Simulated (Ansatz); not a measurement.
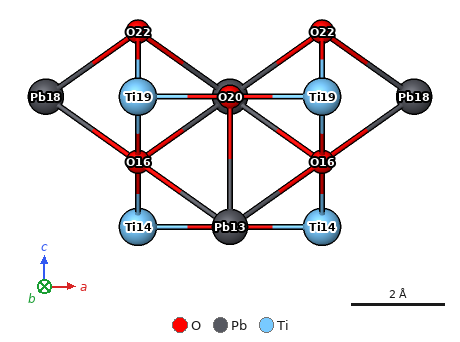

A slab of composition Ti2Pb2O7 (cut from the Pm-3m phase), before the relaxation. Style: ball-and-stick. Shown: the atoms within 4.2 Å of the atom that moves most (axes of the cell of the calculation, outlined in the plane, without the vacuum (origin shifted)), along the b axis.

The slab is the (1 1 0) face of TiPbO3.

The calculation used Ansatz 0.2.0, DFT PBE, scalar-relativistic, plane waves, PAW.

Input
```yaml
crystal:
  lattice:
    - [3.9664957943, 0.0, 0.0]
    - [0.0, 5.6094721475, 0.0]
    - [0.0, 0.0, 26.2189442949]
  atoms:
    - { symbol: O, position: [0.5, 0.25, 0.2860527074] }
    - { symbol: O, position: [0.5, 0.75, 0.2860527074] }
    - { symbol: Pb, position: [0.0, 0.5, 0.3395395305] }
    - { symbol: Ti, position: [0.5, 0.0, 0.3395395305] }
    - { symbol: O, position: [0.0, 0.0, 0.3395395305] }
    - { symbol: O, position: [0.5, 0.75, 0.3930263537] }
    - { symbol: O, position: [0.5, 0.25, 0.3930263537] }
    - { symbol: Pb, position: [0.0, 0.0, 0.4465131768] }
    - { symbol: Ti, position: [0.5, 0.5, 0.4465131768] }
    - { symbol: O, position: [0.0, 0.5, 0.4465131768] }
    - { symbol: O, position: [0.5, 0.25, 0.5] }
    - { symbol: O, position: [0.5, 0.75, 0.5] }
    - { symbol: Pb, position: [0.0, 0.5, 0.5534868232] }
    - { symbol: Ti, position: [0.5, 0.0, 0.5534868232] }
    - { symbol: O, position: [0.0, 0.0, 0.5534868232] }
    - { symbol: O, position: [0.5, 0.75, 0.6069736463] }
    - { symbol: O, position: [0.5, 0.25, 0.6069736463] }
    - { symbol: Pb, position: [0.0, 0.0, 0.6604604695] }
    - { symbol: Ti, position: [0.5, 0.5, 0.6604604695] }
    - { symbol: O, position: [0.0, 0.5, 0.6604604695] }
    - { symbol: O, position: [0.5, 0.25, 0.7139472926] }
    - { symbol: O, position: [0.5, 0.75, 0.7139472926] }
basis:
  ecutwfc: 420
kpoints:
  mp_grid: { grid: [7, 5, 1] }
hamiltonian:
  xc: pbe
scf:
  occupations: { method: gaussian, width: 0.05 }
output:
  forces: true
  eigenvalues: true
  write_density: true
  write_potential: true
  elf: true
  volumetric_format: npy
relax:
  adjacent_minimum: "off"
  f_tol: 0.02
  max_steps: 60
efield:
  axis: 3
  dipole_correction: true
  ramp_width: 0.04
```

Run as
```bash
ansatz run input.yaml --threads 4 --pin off --max-ram 9216MiB --backend cpu --events-out ev --progress --plain --runs-dir out
```

Where does the relaxation end?

Answer. Over 9 geometry steps the energy falls by 2.682 eV per cell of the calculation. Largest force component: 2.9 eV/Å at the start, 0.013 eV/Å at the end. The largest moves, 1.05 Å, are those of Pb3 and Pb18. Pb18 goes along the normal (+c). Largest moves by element: Pb 1.05 Å, O 0.12 Å, Ti 0.09 Å. The cell doesn't change. Some distances before and after: O15–Pb18 2.805 → 3.905 Å, O16–Pb18 2.805 → 3.549 Å, Pb18–O21 2.805 → 2.414 Å, Pb13–O20 2.805 → 2.578 Å. Among the angles between lasting bonds that change: O21–Ti19–O22 90.0° → 100.9°, O16–Ti19–O21 180.0° → 169.8°, O16–Ti19–O17 90.0° → 80.5°.

The structure at the end:

```xyz
22
Lattice="3.9665 0.0000 0.0000 0.0000 5.6095 0.0000 0.0000 0.0000 26.2189" Properties=species:S:1:pos:R:3 pbc="T T T"
O     1.9832    1.4487    7.6129
O     1.9832    4.1608    7.6129
Pb    0.0000    2.8047    7.8514
Ti    1.9832    0.0000    8.8102
O     0.0000    0.0000    8.9673
O     1.9832    4.2507   10.4148
O     1.9832    1.3588   10.4148
Pb    0.0000    0.0000   11.5450
Ti    1.9832    2.8047   11.6486
O     0.0000    2.8047   11.7560
O     1.9832    1.4024   13.1095
O     1.9832    4.2071   13.1095
Pb    0.0000    2.8047   14.6740
Ti    1.9832    0.0000   14.5704
O     0.0000    0.0000   14.4629
O     1.9832    4.1635   15.8041
O     1.9832    1.4460   15.8041
Pb    0.0000    0.0000   18.3675
Ti    1.9832    2.8047   17.4087
O     0.0000    2.8047   17.2516
O     1.9832    1.3561   18.6061
O     1.9832    4.2534   18.6061
```

The end point in the same view:

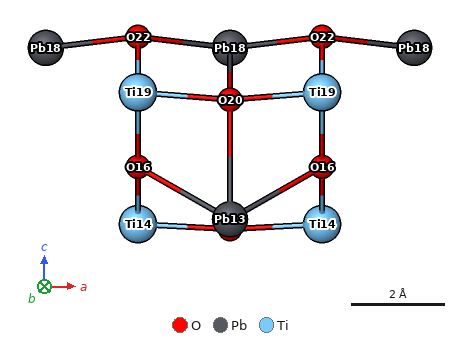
